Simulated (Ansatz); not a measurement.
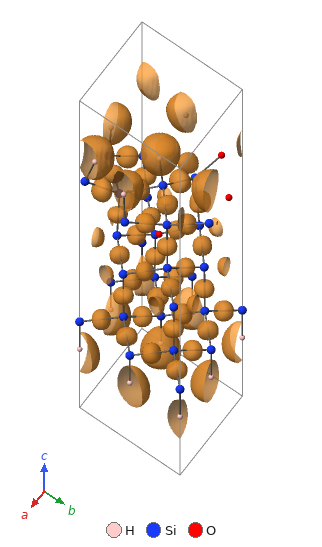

*Si$_{12}$H$_{4}$O (slab). Isosurface of the ELF at 0.9 (orange), seen at an oblique angle. Only the valence region is drawn (cores and ρ < 0.01 e/Å³ removed). Sticks mark near contacts.*

Computed with Ansatz 0.2.0, DFT PBE, scalar-relativistic, plane waves, PAW.

Core electrons are frozen (PAW), and the valence fields are smoothed inside the atomic spheres.

The calculation's input:

```
crystal:
  lattice:
    - [7.6805938572, 0.0, 0.0]
    - [3.8402969286, 6.6515893965, 0.0]
    - [0.0, 0.0, 24.0550759519]
  atoms:
    - { symbol: H, position: [0.0, 0.0, 0.7090011267] }
    - { symbol: H, position: [0.0, 0.5, 0.7090011267] }
    - { symbol: H, position: [0.5, 0.0, 0.7090011267] }
    - { symbol: H, position: [0.5, 0.5, 0.7090011267] }
    - { symbol: Si, position: [0.0, 0.0, 0.6466442252] }
    - { symbol: Si, position: [0.0, 0.5, 0.6466442252] }
    - { symbol: Si, position: [0.5, 0.0, 0.6466442252] }
    - { symbol: Si, position: [0.5, 0.5, 0.6466442252] }
    - { symbol: Si, position: [0.1666666667, 0.1666666667, 0.6140566196] }
    - { symbol: Si, position: [0.1666666667, 0.6666666667, 0.6140566196] }
    - { symbol: Si, position: [0.6666666667, 0.1666666667, 0.6140566196] }
    - { symbol: Si, position: [0.6666666667, 0.6666666667, 0.6140566196] }
    - { symbol: Si, position: [0.1666666667, 0.1666666667, 0.5162938028] }
    - { symbol: Si, position: [0.1666666667, 0.6666666667, 0.5162938028] }
    - { symbol: Si, position: [0.6666666667, 0.1666666667, 0.5162938028] }
    - { symbol: Si, position: [0.6666666667, 0.6666666667, 0.5162938028] }
    - { symbol: Si, position: [0.3333333333, 0.3333333333, 0.4837061972] }
    - { symbol: Si, position: [0.3333333333, 0.8333333333, 0.4837061972] }
    - { symbol: Si, position: [0.8333333333, 0.3333333333, 0.4837061972] }
    - { symbol: Si, position: [0.8333333333, 0.8333333333, 0.4837061972] }
    - { symbol: Si, position: [0.3333333333, 0.3333333333, 0.3859433804] }
    - { symbol: Si, position: [0.3333333333, 0.8333333333, 0.3859433804] }
    - { symbol: Si, position: [0.8333333333, 0.3333333333, 0.3859433804] }
    - { symbol: Si, position: [0.8333333333, 0.8333333333, 0.3859433804] }
    - { symbol: Si, position: [0.0, 0.0, 0.3533557748] }
    - { symbol: Si, position: [0.0, 0.5, 0.3533557748] }
    - { symbol: Si, position: [0.5, 0.0, 0.3533557748] }
    - { symbol: Si, position: [0.5, 0.5, 0.3533557748] }
    - { symbol: H, position: [0.0, 0.0, 0.2909988733] }
    - { symbol: H, position: [0.0, 0.5, 0.2909988733] }
    - { symbol: H, position: [0.5, 0.0, 0.2909988733] }
    - { symbol: H, position: [0.5, 0.5, 0.2909988733] }
    - { symbol: O, position: [0.152286706, -0.0198174023, 0.6036045782] }
    - { symbol: O, position: [0.0610407491, -0.2110861355, 0.6650910016] }
scf:
  occupations: { method: gaussian, width: 0.02 }
output:
  forces: true
  stress: false
  write_density: true
  write_potential: true
  elf: true
  volumetric_format: npy
hamiltonian:
  xc: pbe
kpoints:
  mp_grid: { grid: [4, 4, 1] }
relax:
  f_tol: 0.002
  constraints: [{ sites: [20, 21, 22, 23, 24, 25, 26, 27, 28, 29, 30, 31] }]
```

Command:

```sh
ansatz run input.yaml --threads 4 --pin off --max-ram 10240MiB --backend cpu --events-out ev --progress --plain --runs-dir out
```

The fields are those of the relaxed geometry.

> Where are the electrons localised?

At this value the surface marks out 42 regions between bonded Si–Si atoms (shared pairs) and eight regions around hydrogen nuclei, counted in one cell of 34 atoms. Counts are for one cell; the picture repeats the cell along the surface. Profiles from the grid: Si–H (1.49 Å): the ELF peaks at about 1 between the atoms: a covalent bond by its length. Si–O (1.65 Å): the ELF peaks at about 0.85 between the atoms, as expected for a shared but strongly polarised pair.
